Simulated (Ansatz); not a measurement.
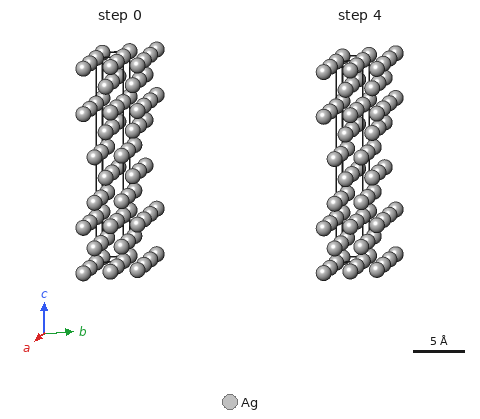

The structure of solid Ag (set up in R-3m) before (left) and after (right) a relaxation, at one scale.

Style: spheres-only. Shown: the conventional cell (3 times the calculation's cell), repeated 3 × 2 × 1 with one cell outlined, slightly off an axis. Lengths and directions refer to the drawn axes.

Case: relaxed at 18 GPa.

Method: DFT LDA, scalar-relativistic, plane waves, PAW (Ansatz).

Input file:
```yaml
crystal:
  lattice:
    - [1.3931475613, 0.8043341193, 6.8409184881]
    - [-1.3931475613, 0.8043341193, 6.8409184881]
    - [0.0, -1.6086682393, 6.840918488]
  atoms:
    - { symbol: Ag, position: [0.0, 0.0, 0.0] }
    - { symbol: Ag, position: [0.7776742834, 0.7776742834, 0.7776742834] }
    - { symbol: Ag, position: [0.2223257166, 0.2223257166, 0.2223257166] }
basis:
  ecutwfc: 420
kpoints:
  mp_grid: { grid: [18, 18, 18] }
hamiltonian:
  xc: lda
scf:
  occupations: { method: fermi_dirac, width: 0.15 }
output:
  forces: true
  stress: true
  eigenvalues: true
relax:
  adjacent_minimum: "off"
  f_tol: 0.001
  max_steps: 60
  cell: { stress_tol: 0.02, p_target: 18.0 }
```

Launched with:
```bash
ansatz run input.yaml --threads 1 --pin off --max-ram 3072MiB --backend cpu --events-out ev --progress --plain --runs-dir out
```

**Describe what moved and what it gained.**

The run was cut off at its time limit before the relaxation converged, so the last structure is only a point on the way. Over 3 accepted moves (4 points after the start) the energy rises by 0.184 eV per cell of the calculation. With the target pressure of 18 GPa, the enthalpy E + pV changes by −88.4 meV per cell of the calculation. Pressure: 6.99 GPa at the start and 18.00 GPa at the end. The line search rejected the trial step at point 1 of the run. No atom moves by more than 0.005 Å relative to the cell. The drawn cell changes as follows: a = b 2.786 → 2.736 Å (−1.8 %), c 20.523 → 20.153 Å (−1.8 %); the volume changes by −5.3 %. Near-neighbour distances that change, for instance: Ag1–Ag1 2.786 → 2.736 Å. The space group stays R-3m (No. 166).
